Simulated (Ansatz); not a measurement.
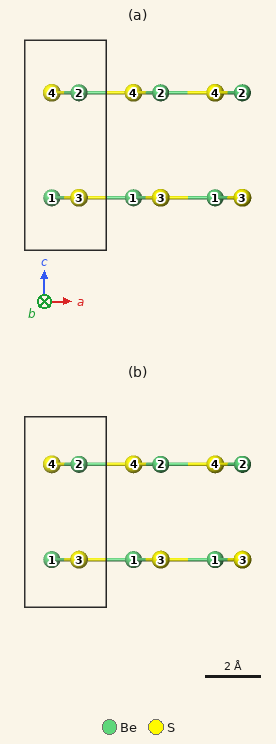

The structure of a crystal of BeS (built on the h-MgO (five-fold) type) before (top) and after (bottom) a relaxation, at one scale.

A ball-and-stick model of the cell of the calculation, repeated 3 × 1 × 1 with one cell outlined, seen along the b axis.

Computed with Ansatz 0.2.0, DFT, r2SCAN, plane waves, PAW. (plane-wave cutoff 500 eV; k-point mesh 12 × 12 × 4; occupations fermi dirac; smearing width 0.02 eV; no spin polarisation; cell and atoms relaxed; force threshold 0.005 eV/Å)

> Describe what moved and what it gained.

The energy falls by 5.4 meV per atom in 4 accepted moves (5 points after the start). All forces vanish by symmetry, so only the cell relaxes. The pressure goes from −0.56 to −0.02 GPa. The SCF was repeated once at an unchanged geometry on a basis and grid sized afresh for the cell, which shifted the energy by 0.1 meV per atom at most. No atom moves by more than 0.005 Å relative to the cell. Cell: a = b 3.460 → 3.462 Å (+0.1 %), c 7.704 → 6.992 Å (−9.2 %). Volume −9.1 %. The space group stays P6_3/mmc (No. 194). The run took 49 s on 2 threads of AMD EPYC (Zen 3), on a shared host, peak memory 0.61 GiB.

Limits of the set-up: layers or molecules are held without a dispersion correction, so their spacing is unreliable.
